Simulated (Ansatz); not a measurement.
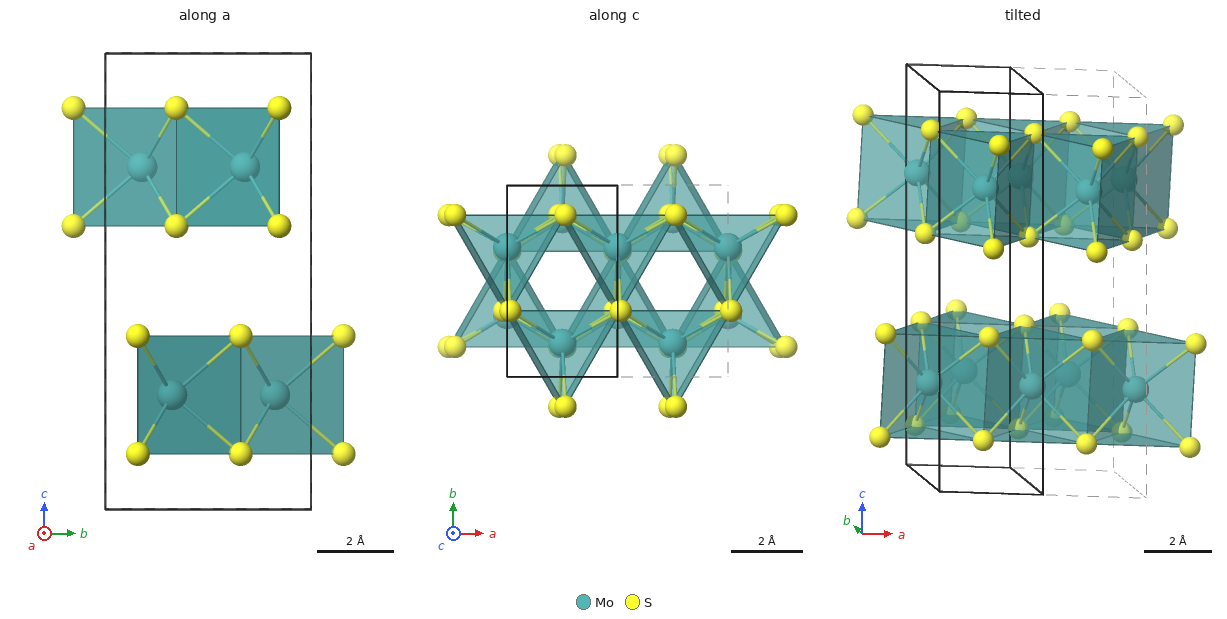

Crystal structure, polyhedral style, seen along the a axis, along the c axis and slightly off an axis. 2×1×1 cells are drawn; the solid outline is the conventional unit cell. Some neighbours outside the box are added. Cell: a = 3.149 Å, b = 5.455 Å, c = 12.114 Å, α = 90.00°, β = 93.43°, γ = 90.00°.

What structure is drawn here?

- The material is MoS₂.
- It belongs to space group C2/c (No. 15) and has a base-centred monoclinic lattice.
- There are 12 atoms in the cell: 4 Mo, 8 S.
- The polyhedra are MoS6 trigonal prisms; they share edges.
- Mo bonds to six S in a trigonal prismatic arrangement at about 2.4 Å. S is linked to three Mo in a trigonal pyramidal arrangement at about 2.4 Å. Not all metal-metal contacts are counted.
- The bonds build MoS2 layers parallel to (001).

It goes back to a structure listed in the Materials Project. The cell was then strained or its atoms displaced on purpose. The atoms were relaxed in a fixed cell with DFT PBE+D3(BJ), scalar-relativistic, plane waves, PAW in Ansatz 0.2.0.
